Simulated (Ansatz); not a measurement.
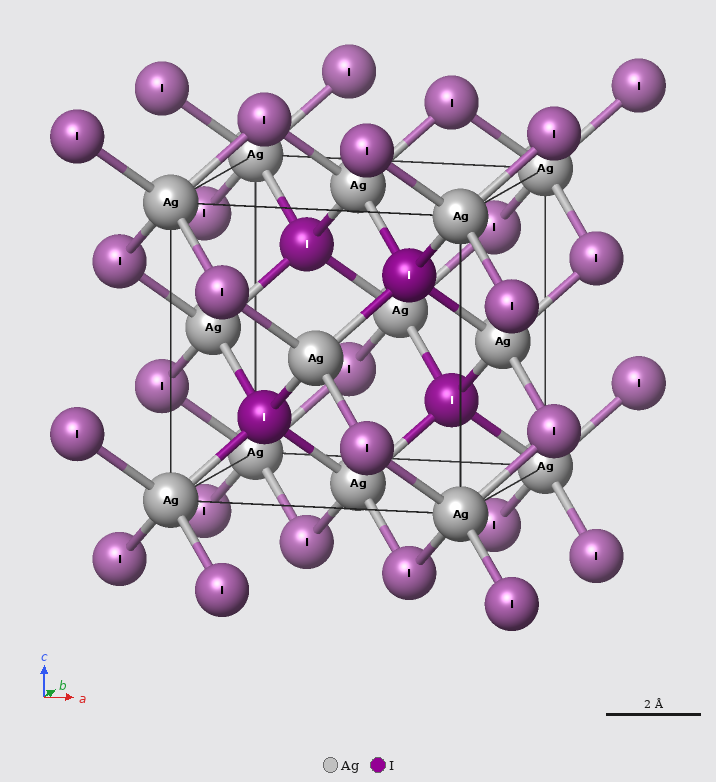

Fig. 1: The input geometry (ball-and-stick view of the cell 4 times as large as that of the calculation, set on its symmetry axes, seen slightly off an axis; neighbours outside the cell are drawn fainter). An atom can appear more than once, as a periodic image.

# Single-point calculation of AgI

System: AgI (2 atoms in the cell).
Method: DFT, RPBE, plane waves, PAW, no spin polarisation (Ansatz 0.2.0).

The structure derives from an entry of the Crystallography Open Database.

The program's output:
```
Ag, I: output.efg is read without spin–orbit coupling, which moves field gradients at and beside such atoms by some per cent and up to a factor of two; PAW files take it under magnetization.noncollinear and magnetization.spin_orbit
Engine: ansatz 0.2.0, aarch64-unknown-linux-gnu
Pseudopotentials: kind: paw
Pseudopotential: Ag, paw, valence charge 19, recommended cutoff 420 eV (normal), Ag.paw.azcp
Pseudopotential: I, paw, valence charge 17, recommended cutoff 420 eV (normal), I.paw.azcp
Functional definition: RPBE
  parameter kappa = 0.804
  parameter beta = 0.06672455060314922
  exchange = rpbe_x(kappa = kappa, mu = beta*pi^2/3)
  correlation = pbe_c(beta = beta)
Crystal: 2 atoms, lattice volume = 67.804 Å³
Basis set: ecut = 420 eV, 1363 PW (Γ), exchange–correlation on 64×64×64 points (8 copies of the dense FFT grid, shifted against one another)
Bands: 22, of which v1, the nominal top of the filled ones, is band 18 counted from 1 (17 counted from 0)
Symmetry: 24 space group operations
Space group: F-43m (ITA 216), of the structure as read, at distance tolerance 4.1e-5 Å
k-points: 20 of 343 (time reversal used)
Non-local potential: Ag, projectors of the file, l = 0: 3, l = 1: 2, l = 2: 2, l = 3: 1
Non-local potential: I, projectors of the file, l = 0: 2, l = 1: 2, l = 2: 2, l = 3: 2
PAW form: soft (Blöchl's): semilocal exchange-correlation on the pseudo side does not see the compensation charge
PAW frozen core: Ag, regenerated for the run's functional, and the local potential with it (the file was generated under x = pbe(κ = 0.804, μ = 0.2195149727645171), c = pbe(β = 0.06672455060314922))
PAW frozen core: I, regenerated for the run's functional, and the local potential with it (the file was generated under x = pbe(κ = 0.804, μ = 0.2195149727645171), c = pbe(β = 0.06672455060314922))
PAW one-centre angular grid: Ag, 590 points (default); XC on 64 Gauss nodes
PAW one-centre angular grid: I, 590 points (default); XC on 64 Gauss nodes
Initial density: superposition of atomic densities (neutral atoms: chi_scale 0, normalization atom), corrected by the library's trained network
Initial wavefunctions: pseudopotential atomic-orbital guess
Functional: x = rpbe, c = pbe(β = 0.06672455060314922)
SCF iter   1: F=—  HF=-15121.143687 eV  |F-HF|=—  |Δ(HF+E_count)|=         —  Δρ=3.11e-3  dr2=7.06e-3  ethr=1.77e-3  ⟨swp⟩=6.7  Hψ=2222  notcnv=0
preconditioner: auto → none  [insulator: Δε(μ)=1.558 eV  Ē_g=9.832 eV  σ=0.010 eV  W_gap=1.00  n_scr=14 (ndim 8)  ℏωp=19.1 eV  f_vac=0.216  D(μ)=0.00/eV (n_scr^D=0)  ε∞_Penn≈4.8]
SCF iter   2: F=—  HF=-15121.143059 eV  |F-HF|=—  |Δ(HF+E_count)|=   6.28e-4  Δρ=2.04e-3  dr2=2.24e-3  ethr=1.96e-5  ⟨swp⟩=3.0  Hψ=1103  notcnv=0
SCF iter   3: F=—  HF=-15121.142461 eV  |F-HF|=—  |Δ(HF+E_count)|=   5.98e-4  Δρ=4.81e-4  dr2=8.16e-5  ethr=6.22e-6  ⟨swp⟩=2.2  Hψ=689  notcnv=0
SCF iter   4: F=—  HF=-15121.142533 eV  |F-HF|=—  |Δ(HF+E_count)|=   7.17e-5  Δρ=1.31e-4  dr2=8.24e-6  ethr=2.27e-7  ⟨swp⟩=2.0  Hψ=820  notcnv=0
SCF iter   5: F=—  HF=-15121.142543 eV  |F-HF|=—  |Δ(HF+E_count)|=   1.01e-5  Δρ=2.93e-5  dr2=3.27e-7  ethr=2.29e-8  ⟨swp⟩=2.0  Hψ=654  notcnv=0
SCF iter   6: F=-15121.142543 eV  HF=-15121.142543 eV  |F-HF|=1.84e-9  |Δ(HF+E_count)|=   3.54e-7  Δρ=4.49e-6  dr2=1.28e-8  ethr=2.78e-10  ⟨swp⟩=11.0  Hψ=3262  notcnv=0
SCF 1 converged in 6 iterations: F = -15121.142543 eV  dr2 = 1.28e-8
  greatest PAW one-centre occupation: 1.000 electrons in one spin orbital (limit 2), on the Ag atom at site 0 (counted from 0), in its partial waves of l = 0
```

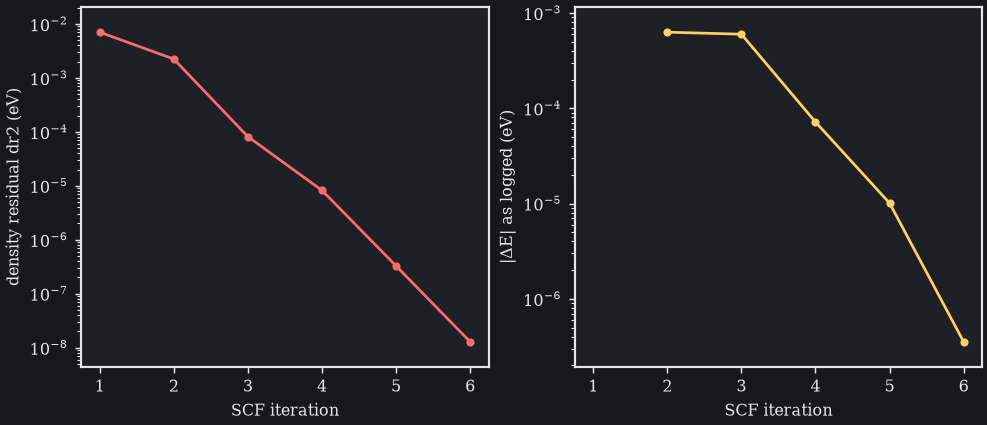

Fig. 2: Convergence of the self-consistent field: density residual dr2 and size of the energy change against the SCF iteration. The residual falls at every step.

```
NSCF: frozen V_eff on 36 k-points
SCF converged after 6 iterations
Free energy (F): -15121.142543 eV
Harris-Foulkes:  -15121.142543 eV  (|F-HF|=1.84e-9)
Internal energy: -15121.142543 eV  (E = F + TS)
E sigma→0 (E₀):  -15121.142543 eV
Fermi energy:    7.851554 eV
--- Per-component energies (eV) ---
  E_band       = -770.699562
  E_kinetic    = 717.551806
  E_local      = -5489.332524  (includes V_loc(G=0)·N_el)
  E_nonlocal   = -9.834539
  E_hartree    = 2602.167106
  E_xc         = -312.493503
  E_vxc        = -361.962133  (∫ρ·V_xc dr)
  E_paw        = -8738.020631  (= ΣΔE_a)
  E_vpaw       = -831.459871  (= ΣTr[D̂ρ^β])
  E_aug_tail   = 0.000281  (compensation charges beyond the density's cutoff)
  E_ewald      = -3891.008651
  E_core_change = -0.171889  (= ΣΔE_core)
  E_smearing   = -0.000000  (= −TS)
  E_closure    = -0.000000  (closes the sum)
  Σ components = -15121.142543   (vs F -15121.142543, Δ=0.00e0)
--- Forces (eV/Å), atoms counted from 1 ---
  atom   1  Ag    -0.00000000    -0.00000000     0.00000000
  atom   2  I      0.00000000    -0.00000000     0.00000000
  max |Σ_I F_I| component: 1.29e-17 eV/Å
--- Stress (GPa, compression-positive) ---
        4.125647      -0.000000       0.000000
       -0.000000       4.125647       0.000000
       -0.000000       0.000000       4.125647
  P = ⅓ Tr σ = 4.1256 GPa (41.256 kbar)
--- PAW observables at the nuclei: V_zz in 10²¹ V/m², potentials from the cell's mean, atoms counted from 1 ---
  atom   1  Ag V_zz =    -0.000000   η = 0.0000   by run symmetry: forbidden
            electrostatic potential = -7474.149993 V   contact ρ = 948861.535669 e/Å³
  atom   2  I  V_zz =    -0.000000   η = 0.0000   by run symmetry: forbidden
            electrostatic potential = -8887.782778 V   contact ρ = 1604751.462332 e/Å³
--- Band table (eV; the first three rows and the last of 20) ---
  k-point 0: bands = ["-83.4921", "-47.0139", "-47.0139", "-47.0139", "-37.7643", "-37.7643", "-37.7643", "-37.7609", "-37.7609", "-5.7474", "2.8134", "2.8134", "2.8134", "3.9851", "3.9851", "7.0786", "7.0786", "7.0786", "8.6135", "12.9102", "12.9102", "12.9102"]
  k-point 1: bands = ["-83.4921", "-47.0139", "-47.0139", "-47.0139", "-37.7644", "-37.7643", "-37.7643", "-37.7609", "-37.7609", "-5.6942", "2.7900", "2.8486", "2.8486", "3.9810", "3.9810", "6.2654", "6.9363", "6.9363", "9.3211", "12.7144", "13.1289", "13.1289"]
  k-point 2: bands = ["-83.4921", "-47.0140", "-47.0139", "-47.0139", "-37.7645", "-37.7643", "-37.7643", "-37.7609", "-37.7609", "-5.5706", "2.7880", "2.9247", "2.9247", "3.9862", "3.9862", "5.1022", "6.6290", "6.6290", "9.9144", "13.1952", "13.4163", "13.4163"]
  k-point 19: bands = ["-83.4921", "-47.0140", "-47.0140", "-47.0139", "-37.7646", "-37.7644", "-37.7643", "-37.7609", "-37.7609", "-5.3606", "2.8617", "3.1176", "3.3241", "3.9220", "4.1139", "4.3251", "5.0128", "5.5763", "11.6342", "12.4616", "13.8273", "14.7418"]
```

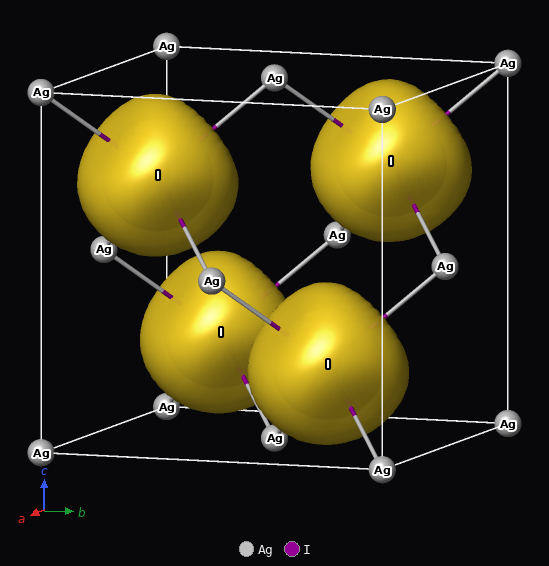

Fig. 3: Isosurface of the electron localisation function at 0.65 (yellow), seen slightly off an axis. Only the valence region is drawn (cores and ρ < 0.01 e/Å³ removed). Sticks mark near contacts. The outline is the cell set on symmetry axes. Profiles from the grid: Ag–I (2.80 Å): the ELF peaks at about 0.65 in the valence shell of I, 1.1 Å from its nucleus, and drops to about 0.15 between the two atoms. Core electrons are frozen (PAW), so the fields are smoothed inside the atomic spheres.

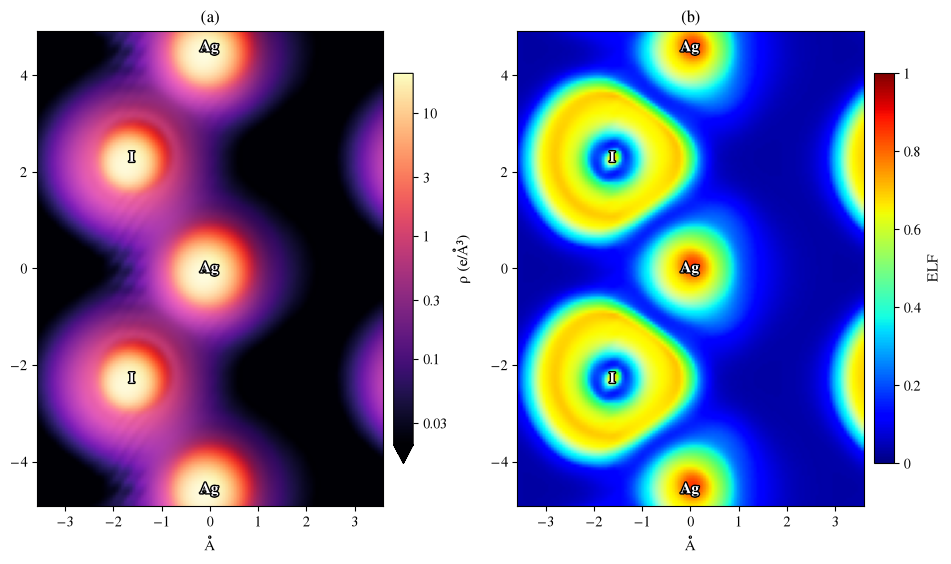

Fig. 4: (a) valence electron density; (b) ELF on the (110) plane of the conventional cell. The section cuts through Ag and I sites. Ag–I (2.80 Å): ρ is about 0.34 e/Å³ halfway; the ELF peaks at about 0.70 in the valence shell of I, 1.1 Å from its nucleus, and drops to about 0.15 between the two atoms. Away from the nuclei the density in this plane falls to 0.005 e/Å³ at its lowest. The strong features right at Ag lie inside the PAW spheres (semicore, d or f shells) and say nothing about bonding.

The run was set up as follows.

The input:
```yaml
crystal:
  lattice:
    - [0.0, 3.2365, 3.2365]
    - [3.2365, 0.0, 3.2365]
    - [3.2365, 3.2365, 0.0]
  atoms:
    - { symbol: Ag, position: [0.0, 0.0, 0.0] }
    - { symbol: I, position: [0.75, 0.75, 0.75] }
kpoints:
  mp_grid: { grid: [7, 7, 7] }
  band_path:
    path:
      - [0.0, 0.0, 0.0]
      - [-0.5, -0.5, 0.0]
      - [-0.375, -0.375, 0.25]
      - [-0.375, 0.0, 0.375]
      - [0.0, 0.0, 0.0]
      - [0.0, 0.0, 0.5]
      - [-0.5, -0.25, 0.25]
      - [-0.5, -0.5, 0.0]
    npoints: 5
scf:
  occupations: { method: fermi_dirac, width: 0.01 }
hamiltonian:
  xc: rpbe
  pseudopotentials: { kind: paw }
output:
  forces: true
  stress: true
  eigenvalues: true
  efg: { contact_densities: true }
  write_density: true
  write_potential: true
  elf: true
  volumetric_format: npy
```

Launch command:
```bash
ansatz run input.yaml --threads 1 --pin off --max-ram 2048MiB --backend cpu --events-out ev --progress --plain --runs-dir out
```

Key numbers:

| quantity | value |
| --- | --- |
| outcome | converged |
| space group (tolerance 0.01 Å) | F-43m (216) |
| electrons treated | 36 |
| free energy | −15121.1425 eV |
| Fermi energy | 7.852 eV |
| gap on the k-point mesh | 1.53 eV |
| pressure | 4.13 GPa |
| largest force (length of the vector) | under 0.001 eV/Å |
| hardware | 1 thread of Arm Neoverse V1, 24 GiB of memory available, shared host |
| wall time | 12 s |
| peak memory | 0.39 GiB |

Remarks:

Settings chosen away from the usual ones: hamiltonian.xc = "rpbe". The program warns: the field gradients leave out spin–orbit coupling.
